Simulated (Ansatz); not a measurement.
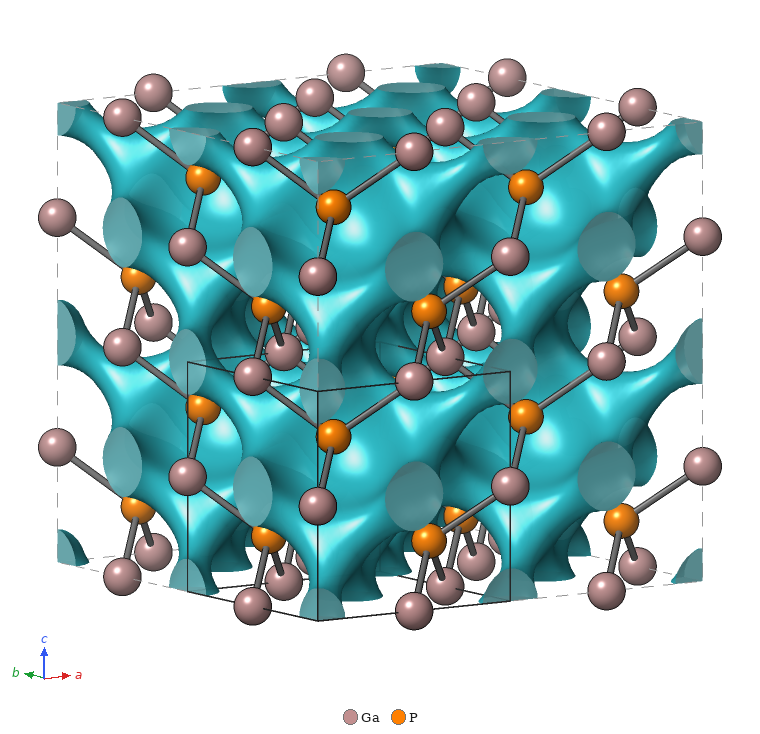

Crystal voids of Ga3P4 (P-43m, No. 215): the teal surface encloses the regions where the procrystal electron density, the sum of the densities of spherically averaged neutral Hartree-Fock atoms, is below 0.01 e/bohr³ (2×2×2 cells, view from a free direction). No self-consistent density enters. Pale faces close the region where the drawn box cuts it. The usual level for crystal voids is 0.002 e/bohr³; this crystal has almost no region below it, so a higher level is used, which marks the interstitial space of lowest density.

The cell is taken from coordinates from a relaxation in a fixed cell with Ansatz 0.2.0, DFT PBE, scalar-relativistic, plane waves, PAW.

```yaml
crystal:
  lattice:
    - [5.50512, 0.00000, 0.00000]
    - [0.00000, 5.50512, 0.00000]
    - [0.00000, 0.00000, 5.50512]
  atoms:
    - { symbol: Ga, position: [0.00000, 0.00000, 0.50000] }
    - { symbol: Ga, position: [0.00000, 0.50000, 0.00000] }
    - { symbol: Ga, position: [0.50000, 0.00000, 0.00000] }
    - { symbol: P, position: [0.74823, 0.25177, 0.25177] }
    - { symbol: P, position: [0.25177, 0.74823, 0.25177] }
    - { symbol: P, position: [0.25177, 0.25177, 0.74823] }
    - { symbol: P, position: [0.74823, 0.74823, 0.74823] }
```

Q: What share of the cell is void by this measure?

A: The voids take about 25 % of the cell (42 Å³ of 166.8 Å³) and are bounded by about 100 Å² of surface per cell.

Q: What shape does the empty space take in three dimensions?

A: Where they connect, they form a three-dimensional network.

Q: How low does the density fall, and where?

A: To about 0.0045 e/bohr³ near 0.50, 0.50, 0.50 (fractional), 2.4 Å from the nearest nucleus.

Q: At what density do the voids first join through the crystal?

A: At about 0.0069 e/bohr³, as a three-dimensional network.
